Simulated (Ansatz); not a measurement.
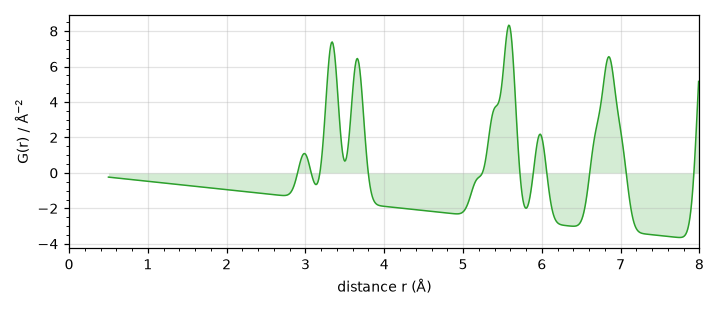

The curve is a calculated X-ray PDF: distances of the static structure, each pair weighted by the product of the atomic numbers (X-ray weights at Q = 0), broadened by Gaussians with σ = 0.08 Å. No termination ripples are included.

Candidate polymorphs:

A. 
```cif
data_structure
_symmetry_space_group_name_H-M 'Pm-3n'
_symmetry_Int_Tables_number 223
_cell_length_a 5.9762
_cell_length_b 5.9762
_cell_length_c 5.9762
_cell_angle_alpha 90.000
_cell_angle_beta 90.000
_cell_angle_gamma 90.000
_cell_volume 213.44
loop_
_atom_site_label
_atom_site_type_symbol
_atom_site_symmetry_multiplicity
_atom_site_Wyckoff_symbol
_atom_site_fract_x
_atom_site_fract_y
_atom_site_fract_z
_atom_site_occupancy
Sb1 Sb 2 a 0.00000 0.00000 0.00000 1
Sb2 Sb 6 c 0.25000 0.00000 0.50000 1
```

B. 
Space group Im-3m (No. 229). a = 3.732 Å, b = 3.732 Å, c = 3.732 Å, α = 90.00°, β = 90.00°, γ = 90.00°
| atom | site | symmetry | x | y | z |
| --- | --- | --- | --- | --- | --- |
| Sb | 2a | m-3m | 0.0000 | 0.0000 | 0.0000 |

Origins: A, the geometry relaxed with Ansatz 0.2.0, DFT, PBEsol, plane waves (420 eV) with PAW, scalar-relativistic; the starting structure was generated, so it need not be a known form of this composition; B, coordinates from a relaxation with DFT, PBEsol, plane waves (420 eV) with PAW, scalar-relativistic (Ansatz); the starting structure was generated, so it need not be a known form of this composition.

Q: From which structure was the curve computed?

A: Candidate A, Sb, Pm-3n (first clear peaks at 2.99 Å (Sb–Sb) and 3.34 Å (Sb–Sb)). B would give first clear peaks at 3.23 Å (Sb–Sb) and 3.73 Å (Sb–Sb).
